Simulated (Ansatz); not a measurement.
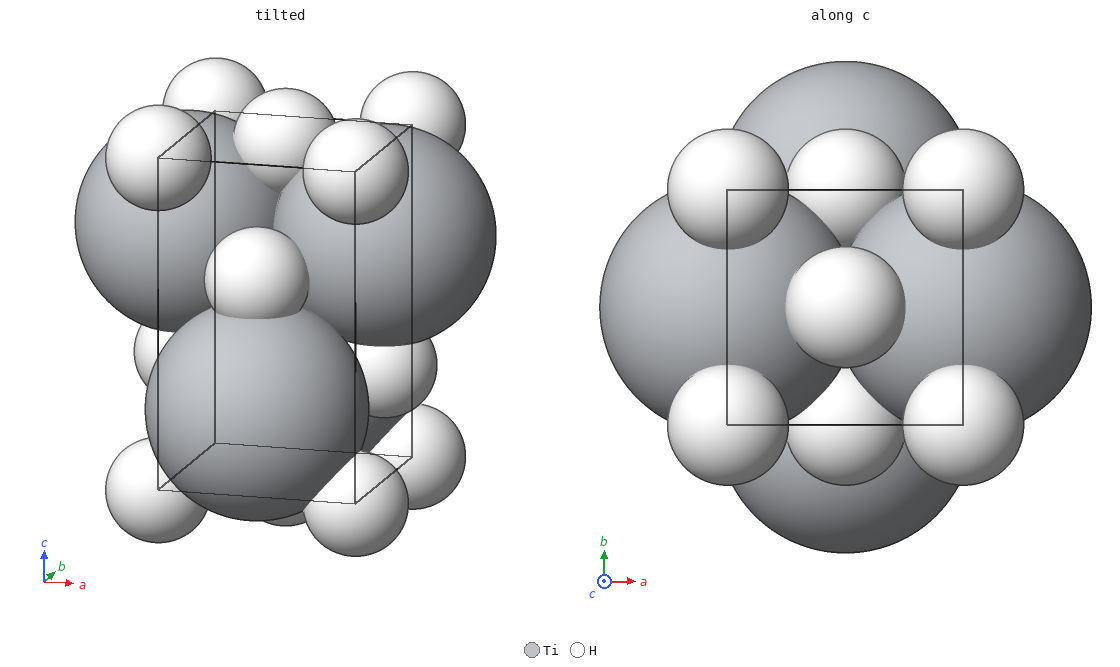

The crystal in a space-filling representation, seen slightly off an axis and along the c axis. The lines enclose the conventional unit cell; boundary atoms appear with their images. Cell: a = 2.92 Å, b = 2.92 Å, c = 4.87 Å, α = 90.00°, β = 90.00°, γ = 90.00°.

The structure was taken from a structure listed in the Materials Project. Earlier steps of the study may have refined or changed the cell and positions. A calculation with Ansatz used it as input.

**Describe the arrangement of the atoms.**

It has the composition TiH2. It takes space group P4/nmm (No. 129) on a primitive tetragonal lattice. It has 6 atoms to the cell (2 Ti, 4 H).

Results below were computed with DFT r2SCAN, scalar-relativistic, plane waves, PAW in Ansatz; the settings were a basis cut at 500 eV, k-points on a 12×12×8 grid, Gaussian smearing of 0.1 eV, no spin polarisation.

**Classify it as metallic or gapped, with the value.**

A metal: bands cross the Fermi level.

**How are the electrons shared out in a Bader analysis?**

Ti +1.35 e; H -0.73 to -0.62 e.

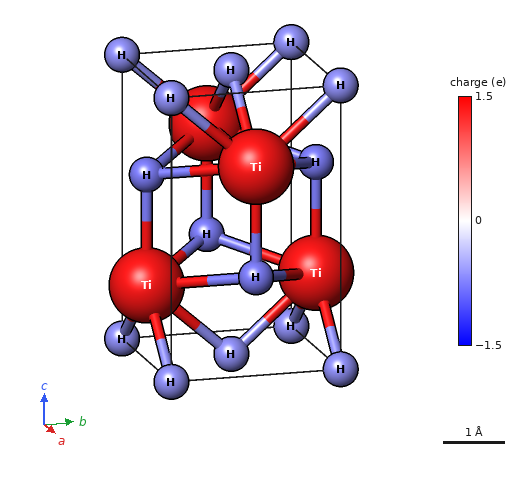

The atoms coloured by those charges. The run's cell of 6 atoms is drawn.

**Is this the optimised geometry for these settings?**

No. The largest force is 0.05 eV/Å, on H. The pressure is -1.8 GPa, so the cell would contract.
